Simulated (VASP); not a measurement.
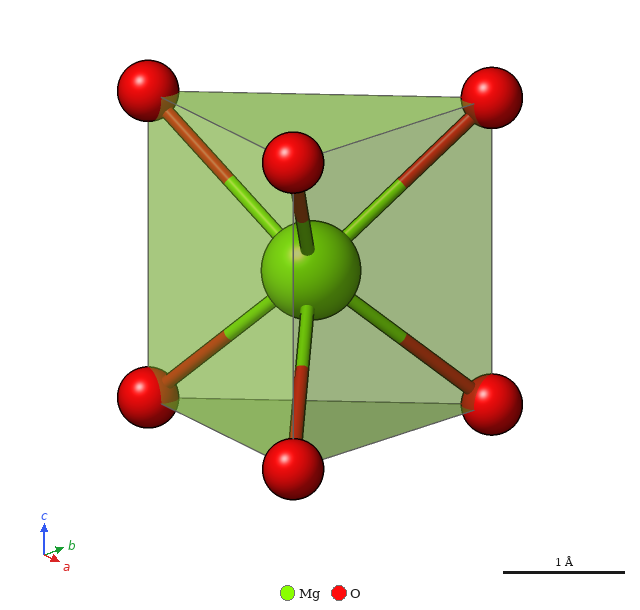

Coordination of Mg in MgO (P-6m2). The shape measure S (0 to 100) is the computed least-squares distance from an ideal polyhedron; S = 0 means ideal. Origin: the end point of a relaxation with VASP Kohn-Sham DFT of a periodic cell, r2SCAN50, VASP PAW PBE potentials, recommended in VASP.

Question: Name the coordination polyhedron and say how regular it is.

Answer: MgO6: a slightly distorted trigonal prism (coordination number 6, S = 0.20; next best octahedron, S = 16.7).

Question: Does the central atom sit at the centroid of its ligands?

Answer: Yes, to within 0.01 Å; the site symmetry is -6m2.

Question: How long are the bonds?

Answer: 6 × Mg–O 2.10 Å. The next neighbour, not counted, lies at 2.61 Å.
